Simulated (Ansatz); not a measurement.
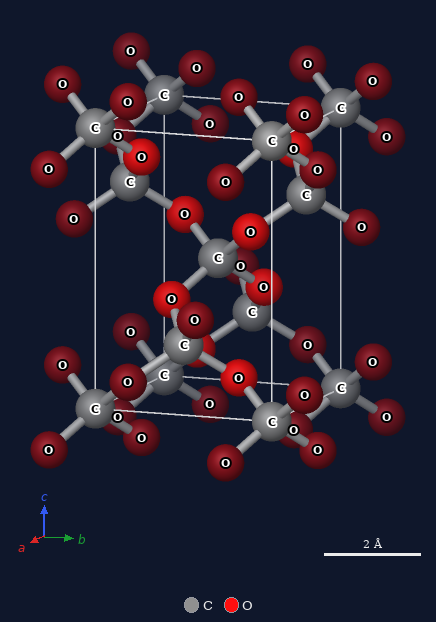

Fig. 1: The structure as given in the input (ball-and-stick view of the cell 2 times as large as that of the calculation, set on its symmetry axes, seen slightly off an axis; neighbours outside the cell are drawn fainter). An atom can appear more than once, as a periodic image.

## Band-structure calculation of CO$_{2}$

- system: CO$_{2}$ (I-42d, 6 atoms in the cell)
- method: DFT PBE, scalar-relativistic, plane waves, PAW, no spin polarisation (Ansatz 0.2.0)

The structure derives from an entry of the Crystallography Open Database.

Input:
```yaml
crystal:
  lattice:
    - [-1.9824135382, 1.9824135382, 2.9913663684]
    - [1.9824135382, -1.9824135382, 2.9913663684]
    - [1.9824135382, 1.9824135382, -2.9913663684]
  atoms:
    - { symbol: C, position: [0.0, 0.0, 0.0] }
    - { symbol: C, position: [0.75, 0.25, 0.5] }
    - { symbol: O, position: [0.375, 0.2893122308, 0.4143122308] }
    - { symbol: O, position: [0.7106877692, 0.125, 0.0856877692] }
    - { symbol: O, position: [0.875, 0.9606877692, 0.5856877692] }
    - { symbol: O, position: [0.0393122308, 0.625, 0.9143122308] }
basis:
  ecutwfc: 420
  ecutrho_ratio: 4
kpoints:
  mp_grid: { grid: [10, 10, 10] }
  band_path:
    path:
      - [[0.0, 0.0, 0.0], [0.0, 0.0, 0.5], [0.25, 0.25, 0.25], [0.0, 0.5, 0.0], [0.0, 0.0, 0.0], [0.5, 0.5, -0.5], [0.3597967, 0.6402033, -0.3597967]]
      - [[-0.3597967, 0.3597967, 0.3597967], [0.0, 0.0, 0.0]]
      - [[0.0, 0.0, 0.5], [-0.21959341, 0.21959341, 0.5]]
      - [[0.5, 0.5, -0.21959341], [0.5, 0.5, -0.5]]
    npoints: 14
hamiltonian:
  xc: pbe
scf:
  occupations: { method: gaussian, width: 0.05 }
  n_extra_bands: 15
output:
  forces: true
  stress: true
  eigenvalues: true
  populations: true
  dos: { projected: true, de: 0.02, nscf_kmesh: { grid: [15, 15, 15] } }
  bader: true
  write_density: true
  write_potential: true
  elf: true
  volumetric_format: npy
```

Hardware: 4 threads of Arm Neoverse V1, 24 GiB of memory available, shared host.

Command:
```bash
ansatz run input.yaml --threads 4 --pin off --max-ram 7168MiB --backend cpu --events-out ev --progress --plain --runs-dir out
```

Log:
```
scf.n_extra_bands = 15 over 16 filled bands (N_el = 32.0): the run solves 31 bands
Engine: ansatz 0.2.0, aarch64-unknown-linux-gnu
Pseudopotentials: kind: paw
Pseudopotential: C, paw, valence charge 4, recommended cutoff 420 eV (normal), C.paw.azcp
Pseudopotential: O, paw, valence charge 6, recommended cutoff 420 eV (normal), O.paw.azcp
Functional definition: PBE
  parameter kappa = 0.804
  parameter beta = 0.06672455060314922
  exchange = pbe_x(kappa = kappa, mu = beta*pi^2/3)
  correlation = pbe_c(beta = beta)
Crystal: 6 atoms, lattice volume = 47.024 Å³
Basis set: ecut = 420 eV, 909 PW (Γ), exchange–correlation on 60×60×60 points (8 copies of the dense FFT grid, shifted against one another)
Bands: 31, of which v1, the nominal top of the filled ones, is band 16 counted from 1 (15 counted from 0)
Symmetry: 8 space group operations
Space group: I-42d (ITA 122), of the structure as read, at distance tolerance 3.6e-5 Å
k-points: 102 of 1000 (time reversal used)
Non-local potential: C, projectors of the file, l = 0: 2, l = 1: 2, l = 2: 1
Non-local potential: O, projectors of the file, l = 0: 2, l = 1: 2, l = 2: 1
PAW form: soft (Blöchl's): semilocal exchange-correlation on the pseudo side does not see the compensation charge
PAW one-centre angular grid: C, 110 points (default); XC on 64 Gauss nodes
PAW one-centre angular grid: O, 110 points (default); XC on 64 Gauss nodes
Initial density: superposition of atomic densities (neutral atoms: chi_scale 0, normalization atom), corrected by the library's trained network
Initial wavefunctions: pseudopotential atomic-orbital guess
Functional: x = pbe(κ = 0.804, μ = 0.2195149727645171), c = pbe(β = 0.06672455060314922)
SCF iter   1: F=—  HF=-2766.904268 eV  |F-HF|=—  |Δ(HF+E_count)|=         —  Δρ=5.91e-3  dr2=1.03e-2  ethr=1.77e-3  ⟨swp⟩=6.0  Hψ=14703  notcnv=0  defer=79
preconditioner: auto → none  [insulator: Δε(μ)=7.762 eV  Ē_g=23.335 eV  σ=0.050 eV  W_gap=1.00  n_scr=14 (ndim 8)  ℏωp=30.6 eV  f_vac=0.041  D(μ)=0.00/eV (n_scr^D=0)  ε∞_Penn≈2.7]
SCF iter   2: F=—  HF=-2766.904570 eV  |F-HF|=—  |Δ(HF+E_count)|=   3.02e-4  Δρ=2.97e-3  dr2=1.54e-3  ethr=3.23e-5  ⟨swp⟩=2.1  Hψ=5612  notcnv=0  defer=990
SCF iter   3: F=—  HF=-2766.904682 eV  |F-HF|=—  |Δ(HF+E_count)|=   1.12e-4  Δρ=1.34e-3  dr2=1.76e-4  ethr=4.81e-6  ⟨swp⟩=2.3  Hψ=3605  notcnv=0  defer=990
SCF iter   4: F=—  HF=-2766.904964 eV  |F-HF|=—  |Δ(HF+E_count)|=   2.82e-4  Δρ=3.27e-4  dr2=1.13e-5  ethr=5.49e-7  ⟨swp⟩=3.0  Hψ=3974  notcnv=0  defer=990
SCF iter   5: F=—  HF=-2766.904986 eV  |F-HF|=—  |Δ(HF+E_count)|=   2.19e-5  Δρ=3.43e-5  dr2=1.56e-7  ethr=3.52e-8  ⟨swp⟩=2.8  Hψ=4127  notcnv=0  defer=990
SCF iter   6: F=-2766.904986 eV  HF=-2766.904986 eV  |F-HF|=2.61e-9  |Δ(HF+E_count)|=   4.77e-7  Δρ=2.44e-6  dr2=1.12e-9  ethr=3.13e-10  ⟨swp⟩=12.5  Hψ=21227  notcnv=0
SCF 1 converged in 6 iterations: F = -2766.904986 eV  dr2 = 1.12e-9
  greatest PAW one-centre occupation: 0.865 electrons in one spin orbital (limit 2), on the O atom at site 3 (counted from 0), in its partial waves of l = 0
```

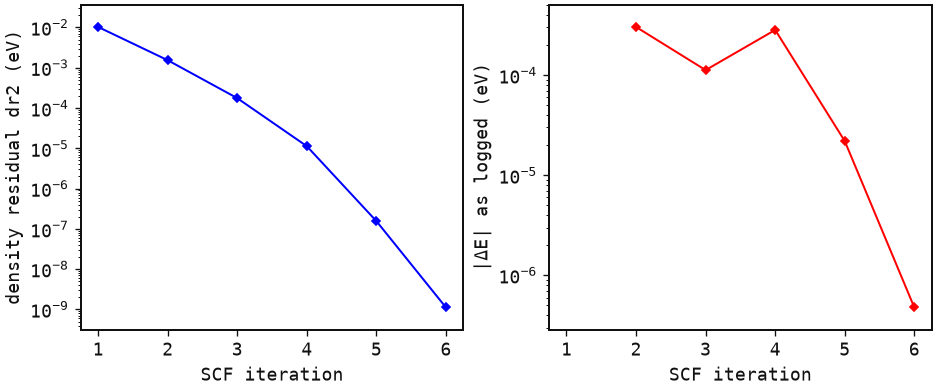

Fig. 2: Convergence of the self-consistent field: density residual dr2 and size of the energy change against the SCF iteration. The residual falls at every step.

```
NSCF: frozen V_eff on 130 k-points
NSCF: frozen V_eff on 288 k-points
SCF converged after 6 iterations
Free energy (F): -2766.904986 eV
Harris-Foulkes:  -2766.904986 eV  (|F-HF|=2.61e-9)
Internal energy: -2766.904986 eV  (E = F + TS)
E sigma→0 (E₀):  -2766.904986 eV
Fermi energy:    8.815929 eV
--- Per-component energies (eV) ---
  E_band       = -115.676720
  E_kinetic    = 881.833578
  E_local      = -1773.687691  (includes V_loc(G=0)·N_el)
  E_nonlocal   = 244.162440
  E_hartree    = 590.256860
  E_xc         = -387.578609
  E_vxc        = -491.237381  (∫ρ·V_xc dr)
  E_paw        = -831.669878  (= ΣΔE_a)
  E_vpaw       = -157.270805  (= ΣTr[D̂ρ^β])
  E_aug_tail   = 0.010032  (compensation charges beyond the density's cutoff)
  E_ewald      = -1490.231718
  E_smearing   = -0.000000  (= −TS)
  E_closure    = 0.000000  (closes the sum)
  Σ components = -2766.904986   (vs F -2766.904986, Δ=0.00e0)
--- Forces (eV/Å), atoms counted from 1 ---
  atom   1  C     -0.00000000     0.00000000    -0.00000000
  atom   2  C     -0.00000000     0.00000000    -0.00000000
  atom   3  O      0.00012786     0.00000000     0.00000000
  atom   4  O      0.00000000    -0.00012786     0.00000000
  atom   5  O     -0.00012786     0.00000000     0.00000000
  atom   6  O      0.00000000     0.00012786     0.00000000
  max |Σ_I F_I| component: 6.25e-17 eV/Å
--- Stress (GPa, compression-positive) ---
        0.003564       0.000000       0.000000
        0.000000       0.003564      -0.000000
        0.000000      -0.000000      -0.006893
  P = ⅓ Tr σ = 0.0001 GPa (0.001 kbar)
--- Band table (eV; the first three rows and the last of 102) ---
  k-point 0: bands = ["-18.9478", "-13.9102", "-13.9102", "-13.2278", "-9.5537", "-4.6280", "-4.6280", "-3.3408", "0.5019", "1.3546", "2.5863", "3.7798", "3.7798", "4.0907", "4.0907", "4.5385", "12.6694", "14.0759", "14.2167", "14.2167", "17.2692", "17.5052", "18.3899", "20.1078", "20.1078", "22.6278", "22.7226", "24.5928", "24.5928", "24.6221", "26.9029"]
  k-point 1: bands = ["-18.8608", "-14.1515", "-13.9301", "-13.2799", "-9.3101", "-4.7633", "-4.4953", "-3.2255", "0.3998", "1.5193", "2.6503", "3.6638", "3.8628", "3.9255", "4.0269", "4.4434", "12.7525", "14.1688", "14.3313", "14.3411", "17.2402", "17.4584", "18.3157", "20.0646", "20.2863", "22.1623", "22.6910", "24.3473", "24.7326", "24.7696", "27.3234"]
  k-point 2: bands = ["-18.6039", "-14.7373", "-13.9769", "-13.4293", "-8.7074", "-5.0843", "-4.1308", "-2.9672", "0.1587", "1.9053", "2.8185", "2.9463", "3.8539", "3.8583", "4.0914", "4.3373", "12.9221", "14.1304", "14.7102", "14.7454", "17.1097", "17.5994", "18.0250", "19.8281", "20.6225", "21.2100", "22.6693", "24.0092", "24.8798", "25.5836", "27.7928"]
  k-point 101: bands = ["-16.9385", "-16.9385", "-14.1750", "-14.1750", "-5.5248", "-5.5248", "-3.3609", "-3.3609", "1.7438", "1.7438", "1.8567", "1.8567", "2.1306", "2.1306", "4.9623", "4.9623", "13.8962", "13.8962", "15.5699", "15.5699", "16.3898", "16.3898", "19.1862", "19.1862", "20.5982", "20.5982", "23.8246", "23.8246", "24.3480", "24.3480", "27.9917"]
--- Löwdin populations: 6 sites ---
  site symbol       q [e]
     0      C      3.2359
     1      C      3.2359
     2      O      6.2990
     3      O      6.2990
     4      O      6.2990
     5      O      6.2990
  spilling = 0.010381 (of n_electrons = 32.000000)
--- Bader charges: 6 sites ---
  site symbol  charge [e]  shift [e]
     0      C      2.0174     0.0039
     1      C      2.0174     0.0039
     2      O     -1.0086     0.0020
     3      O     -1.0087     0.0019
     4      O     -1.0087     0.0020
     5      O     -1.0088     0.0019
  estimated error of the sums over rays = 3.4e-4 e
```

File bader_charges.tsv:
```
# site	symbol	x_ang	y_ang	z_ang	partial_charge_e	electrons	volume_ang3	relative_density_drop	shared_charge_e	partial_wave_shift_e
# quadrature_error_electrons = 3.4e-4
0	C	0.0000	0.0000	0.0000	2.01738	3.98262	2.59	-	2.01738	0.00387
1	C	0.0000	1.9824	1.4957	2.01738	3.98262	2.59	-	2.01738	0.00390
2	O	0.6515	0.9912	0.7478	-1.00861	9.00861	10.46	-	-1.00861	0.00197
3	O	-0.9912	1.3309	2.2435	-1.00870	9.00870	10.46	-	-1.00870	0.00194
4	O	1.3309	0.9912	3.7392	-1.00870	9.00870	10.46	-	-1.00870	0.00198
5	O	2.9736	0.6515	-0.7478	-1.00876	9.00876	10.46	-	-1.00876	0.00187
```

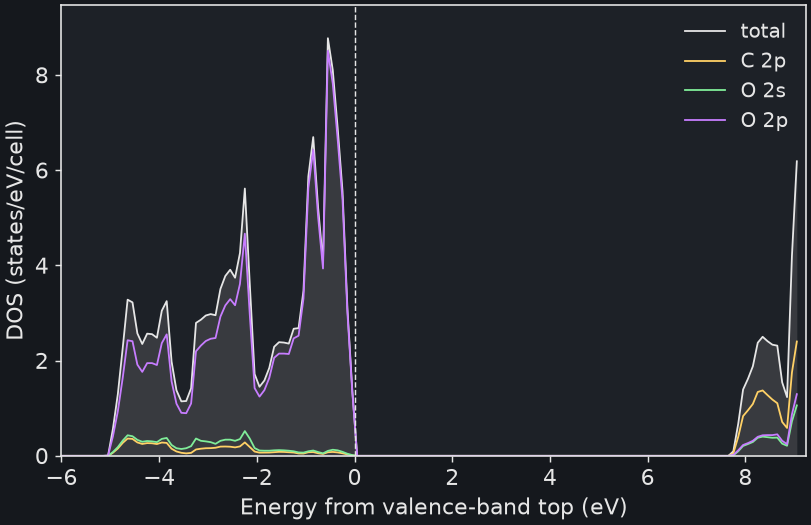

Fig. 3: Density of states (projected on Löwdin-orthogonalised atomic shells), with energies from the valence-band top. There is a gap of 7.71 eV on the k-point mesh.

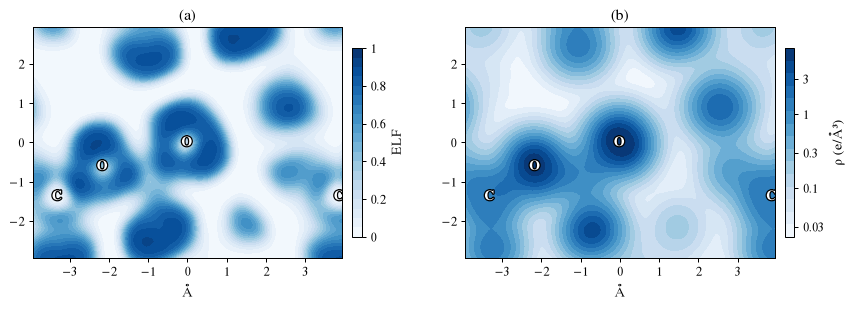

Fig. 4: (a) electron localisation function; (b) valence pseudo-density on the (111) plane of the conventional cell. The section cuts through C and O sites. Away from the nuclei the density in this plane falls to 0.02 e/Å³ at its lowest. Core electrons are frozen (PAW), so the fields are smoothed inside the atomic spheres.

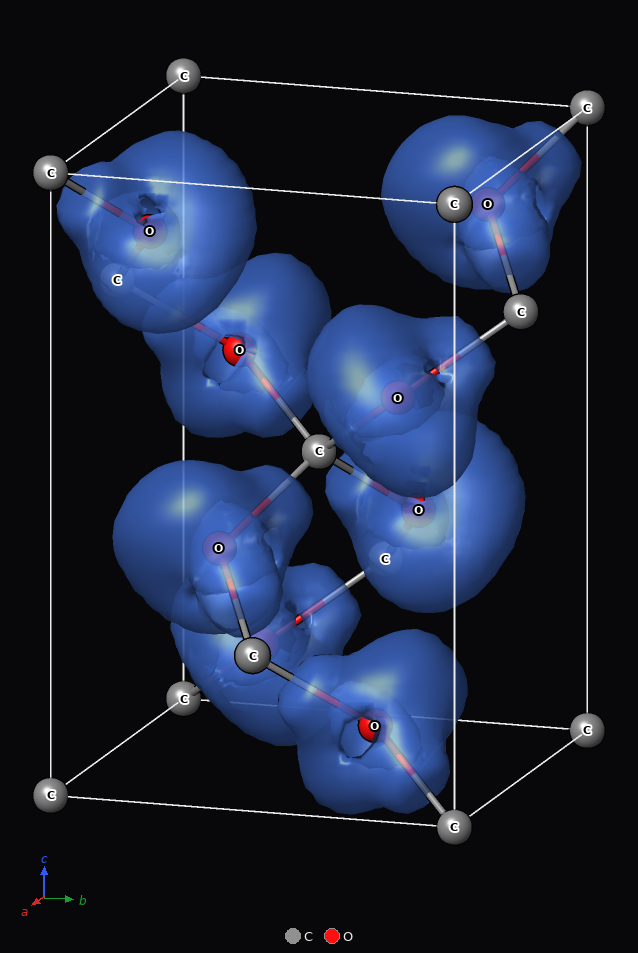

Fig. 5: Isosurface of the electron localisation function at 0.7 (blue), seen slightly off an axis. Only the valence region is drawn (cores and ρ < 0.01 e/Å³ removed). Sticks mark near contacts. The outline is the cell set on symmetry axes.

Key numbers:

```json
{"quantity": "outcome", "value": "converged"}
{"quantity": "space group (tolerance 0.01 Å)", "value": "I-42d (122)"}
{"quantity": "electrons treated", "value": "32"}
{"quantity": "free energy", "value": "−2766.9050 eV"}
{"quantity": "Fermi energy", "value": "8.816 eV"}
{"quantity": "gap on the k-point mesh", "value": "7.71 eV"}
{"quantity": "gap on the band path", "value": "7.71 eV"}
{"quantity": "pressure", "value": "0.00 GPa"}
{"quantity": "largest force (length of the vector)", "value": "under 0.001 eV/Å"}
{"quantity": "wall time", "value": "30 s (CPU time 2 min)"}
{"quantity": "peak memory", "value": "0.5 GiB"}
```
